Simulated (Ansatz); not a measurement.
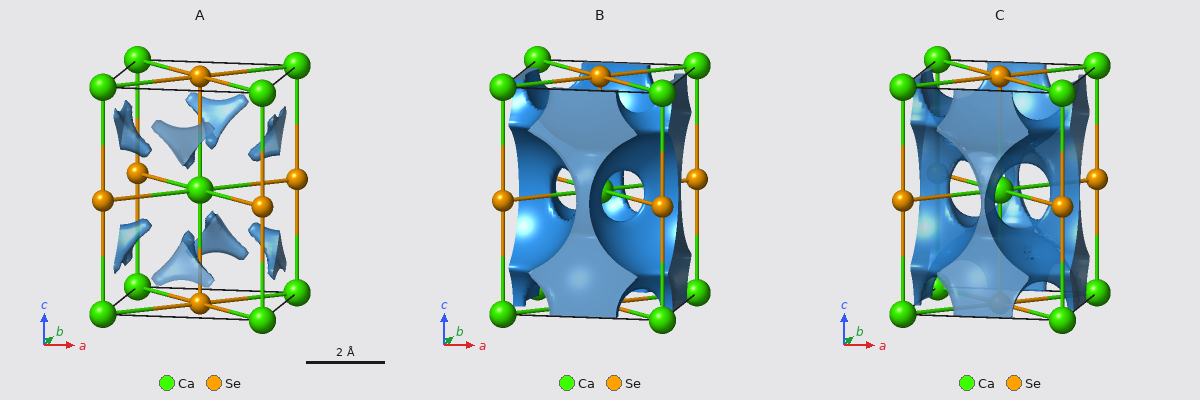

Three surfaces of the space that a probe's centre can reach in CaSe, computed for probe radii of 0.10, 0.20, 0.45 Å, in shuffled order. Pale faces close the region where the drawn box cuts it.

The atoms' radii are Shannon crystal radii (six-coordinate where tabulated): Ca 1.14 Å, Se 1.84 Å.

Source of the atomic positions: the geometry relaxed with Ansatz, DFT, PBE, PAW with Ansatz's default frozen-core files, scalar-relativistic.

```cif
data_structure
_symmetry_space_group_name_H-M 'P 1'
_symmetry_Int_Tables_number 1
_cell_length_a 4.2150
_cell_length_b 4.2150
_cell_length_c 5.9551
_cell_angle_alpha 90.000
_cell_angle_beta 90.000
_cell_angle_gamma 90.000
_cell_volume 105.80
loop_
_atom_site_label
_atom_site_type_symbol
_atom_site_fract_x
_atom_site_fract_y
_atom_site_fract_z
_atom_site_occupancy
Ca1 Ca 0.50000 0.50000 0.50000 1
Se1 Se 0.00000 0.00000 0.50000 1
Ca2 Ca 0.00000 0.00000 0.00000 1
Se2 Se 0.50000 0.50000 0.00000 1
```

Q: Which panel belongs to which radius, and what does each show?

A: B: 0.10 Å, a three-dimensional network, 28 % of the volume. C: 0.20 Å, a three-dimensional network, 18 % of the volume. A: 0.45 Å, isolated pockets that do not connect across cells, 2.3 % of the volume. The larger the probe, the smaller the space left to it.
